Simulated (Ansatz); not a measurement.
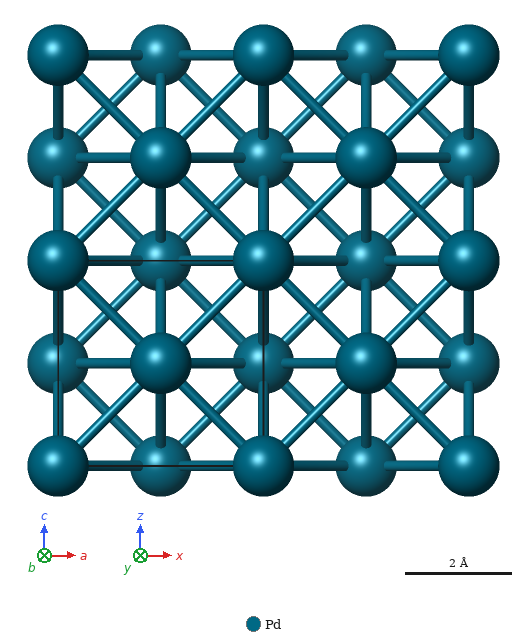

A scan of crystalline Pd (Fm-3m): the ratio of the cell's length along z to its lengths across, counted as 1 for the reference, is changed at fixed volume (a tetragonal or Bain path), with the atoms kept at their fractional coordinates. x, y and z are the Cartesian axes of the input. The picture shows the reference cell. A ball-and-stick model of the conventional cell (4 times the calculation's cell), repeated 2 × 2 × 2 with one cell outlined, seen along the b axis. Lengths and directions refer to the drawn axes.

The calculation used Ansatz 0.2.0, DFT PBEsol, scalar-relativistic, plane waves, PAW. Set-up: plane-wave cutoff 420 eV; k-point mesh 24 × 24 × 24; occupations gaussian; smearing width 0.15 eV; no spin polarisation. Energies (free energies at the smearing named) are counted from the cell as listed in its source, which wasn't relaxed.

Input file:
```yaml
crystal:
  lattice:
    - [0.0, 1.9449, 1.9449]
    - [1.9449, 0.0, 1.9449]
    - [1.9449, 1.9449, 0.0]
  atoms:
    - { symbol: Pd, position: [0.0, 0.0, 0.0] }
basis:
  ecutwfc: 420
kpoints:
  mp_grid: { grid: [24, 24, 24] }
hamiltonian:
  xc: pbesol
scf:
  occupations: { method: gaussian, width: 0.15 }
output:
  forces: true
  stress: true
  eigenvalues: true
```

Run as
```bash
ansatz run input.yaml --threads 1 --pin off --max-ram 2560MiB --backend cpu --events-out ev --progress --plain --runs-dir out
```

Predict the energy profile (the relative ratio: 0.650, 0.707, 0.780, 0.850, 0.920, 0.960, 1.000, 1.050, 1.100, 1.200, 1.300, 1.414, 1.500).

Answer.
```
axial ratio over its reference value  ΔE (meV/atom)
                               0.650             55
                               0.707             60
                               0.780             49
                               0.850             28
                               0.920             10
                               0.960              3
                               1.000              0
                               1.050              5
                               1.100             20
                               1.200             90
                               1.300            222
                               1.414            443
                               1.500            654
```

The lowest computed point lies at the relative ratio 1.00 (0 meV/atom). The unrelaxed reference is under a pressure of −2.1 GPa. The distortion takes the space group from Fm-3m to I4/mmm, except for Im-3m at 0.707. At the relative ratio 1.50 the cell of the drawing goes a 3.890 → 3.398 Å, b 3.890 → 3.398 Å, c 3.890 → 5.097 Å.
